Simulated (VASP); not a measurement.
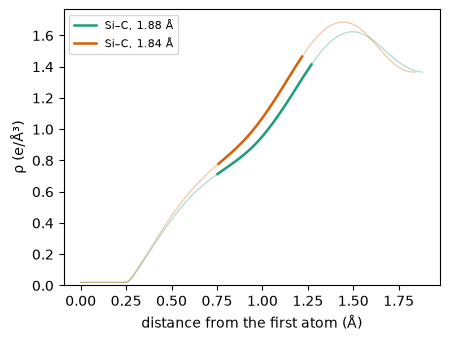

The picture shows: SiC. Valence pseudo-density along straight lines between neighbouring atoms. Thin, pale parts lie inside the atomic spheres.

Space group Cmc2₁; a generated structure, not necessarily the stable one; computed pressure about −16 GPa in this cell.

All numbers below come from Kohn-Sham DFT of a periodic cell, LDA, VASP PAW LDA potentials, recommended in VASP 6.6.1.

Core electrons are frozen (PAW), and the valence fields are smoothed inside the atomic spheres.

What can be read from the curves?

Answer. Si–C (1.88 Å): ρ is about 0.88 e/Å³ halfway.
Si–C (1.84 Å): ρ is about 0.96 e/Å³ halfway.
